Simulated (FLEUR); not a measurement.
```xyz
4
Lattice="3.8137 0.0000 0.0000 0.0000 3.8137 0.0000 0.0000 0.0000 4.8869" Properties=species:S:1:pos:R:3 pbc="T T T"
Sn    1.9068    0.0000    3.7367
Sn    0.0000    1.9068    1.1502
O     0.0000    0.0000    0.0000
O     1.9068    1.9068    0.0000
```

Space group P4/nmm; a structure from a database of computed crystals, not necessarily the ambient phase.

These are results of Kohn-Sham DFT of a periodic cell, PBEsol, all-electron (FLEUR MaX-R8.1 (later development tree)), not measurements.

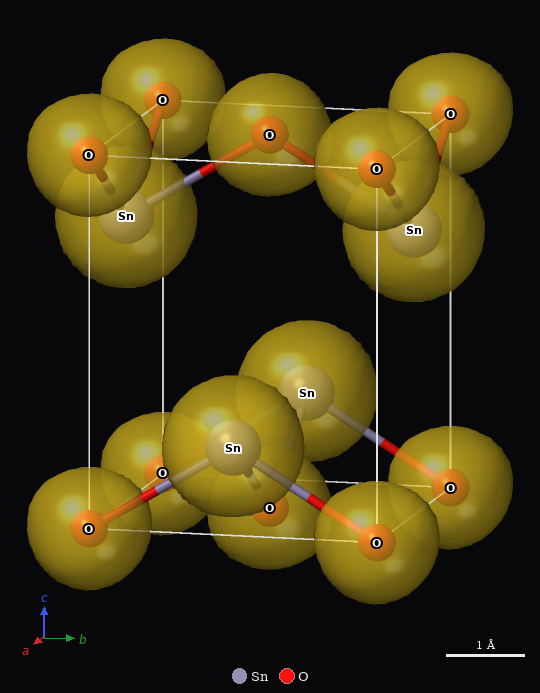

SnO. Isosurface of the total electron density at 0.8 e/Å³ (yellow), seen slightly off an axis. Sticks mark near contacts.

How is the density connected at this value?

Answer. At this value the density breaks into separate islands. It bridges none of the near contacts. It is pinched off along the sampled Sn–O (2.23 Å) contacts. On the grid the lowest density along these lines, outside the cores, is 0.47 e/Å³ (Sn–O, 2.23 Å).

Does the calculation make it a metal, or give it a gap?

Answer. It is gapped, with a Kohn–Sham gap of 0.35 eV on the k-point mesh (the band edges may lie off the mesh, which would make the gap smaller).
